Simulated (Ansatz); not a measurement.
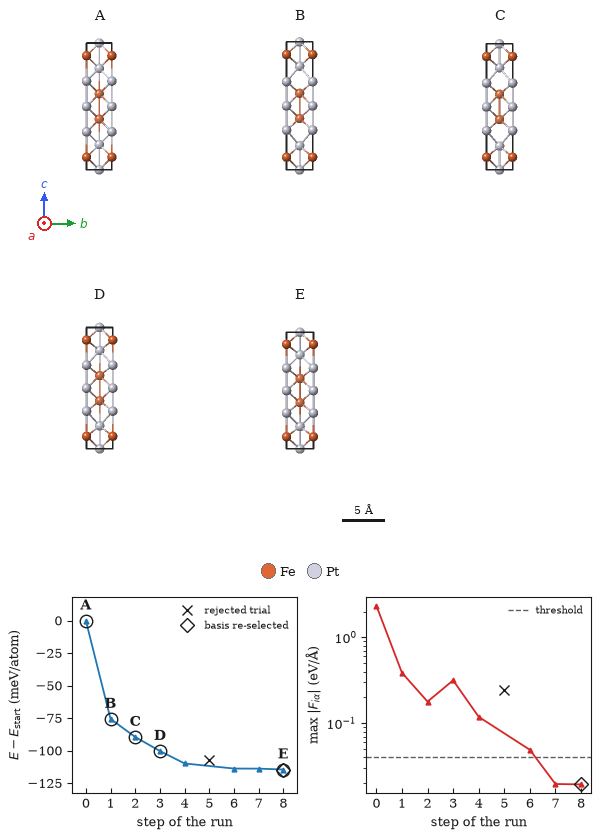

Frames of a relaxation of a crystal of Fe2Pt3 (a generated structure, set up in I4/mmm) (coarse preliminary run), marked on the history of the run. A ball-and-stick model of the conventional cell (2 times the calculation's cell), seen along the a axis. Lengths and directions refer to the drawn axes.

Theory: DFT PBE, scalar-relativistic, plane waves, PAW in Ansatz.

The input:
```yaml
crystal:
  lattice:
    - [-1.52523411, 1.52523411, 7.62617055]
    - [1.52523411, -1.52523411, 7.62617055]
    - [1.52523411, 1.52523411, -7.62617055]
  atoms:
    - { symbol: Fe, position: [0.9, 0.9, 0.0], spin: -4.0 }
    - { symbol: Fe, position: [0.1, 0.1, 0.0], spin: -4.0 }
    - { symbol: Pt, position: [0.7, 0.7, 0.0] }
    - { symbol: Pt, position: [0.3, 0.3, 0.0] }
    - { symbol: Pt, position: [0.5, 0.5, 0.0] }
basis:
  ecutwfc: 420
kpoints:
  mp_grid: { grid: [8, 8, 8] }
hamiltonian:
  xc: pbe
scf:
  occupations: { method: gaussian, width: 0.1 }
  lower_state_search: "off"
output:
  forces: true
  stress: true
  eigenvalues: true
  populations: true
magnetization:
  spin_polarized: true
relax:
  adjacent_minimum: "off"
  f_tol: 0.04
  max_steps: 70
  cell: { stress_tol: 0.4 }
```

Launched with:
```bash
ansatz run input.yaml --threads 4 --pin off --max-ram 8192MiB --backend cpu --events-out ev --progress --plain --runs-dir out
```

**What happens along the run?**

Over 6 accepted moves (8 points after the start) the energy falls by 114 meV per atom. Largest force component: 2.3 eV/Å at the start, 0.019 eV/Å at the end. The pressure goes from 8.80 to 0.05 GPa. The line search rejected the trial step at point 5 of the run. The SCF was repeated once at an unchanged geometry on a basis and grid sized afresh for the cell, which shifted the energy by 0.7 meV per atom at most. The largest moves relative to the cell, 0.100 Å, are those of Pt3 and Pt4. Pt4 goes along +c. By element the largest moves are Pt 0.100 Å, Fe 0.045 Å. The volume changes by +3.6 %, with a = b 3.050 → 3.239 Å (+6.2 %), c 15.252 → 14.019 Å (−8.1 %). Near-neighbour distances that change, for instance: Pt3–Pt5 3.050 → 2.704 Å, Fe1–Pt3 3.050 → 2.858 Å, Fe1–Fe2 3.050 → 2.895 Å, Pt3–Pt4 2.642 → 2.795 Å. The space group stays I4/mmm (No. 139). From step 0 to 1: Pt atoms move most (0.17 Å), volume +7.1 %, energy −75.6 meV per atom. From step 1 to 2: Fe atoms move most (0.03 Å), volume −2.2 %, energy −13.9 meV per atom. From step 2 to 3: Fe atoms move most (0.05 Å), volume −2.1 %, energy −10.8 meV per atom. From step 3 to 8: Pt atoms move most (0.05 Å), volume +1.1 %, energy −14.2 meV per atom.

```csv
step,"E − E(0), meV/atom","largest force component, eV/Å","pressure, GPa","volume, Å³/atom",note
0,0.00,2.3424,8.80,14.193,
1,-75.63,0.3867,-6.16,15.202,
2,-89.50,0.1786,-2.01,14.869,
3,-100.27,0.3161,2.68,14.555,
4,-109.84,0.1186,1.96,14.572,
5,-107.53,0.2443,2.07,14.602,rejected
6,-113.77,0.0490,0.18,14.683,
7,-113.84,0.0196,-0.09,14.708,
8,-114.50,0.0194,0.05,14.708,"same geometry, new basis"
```
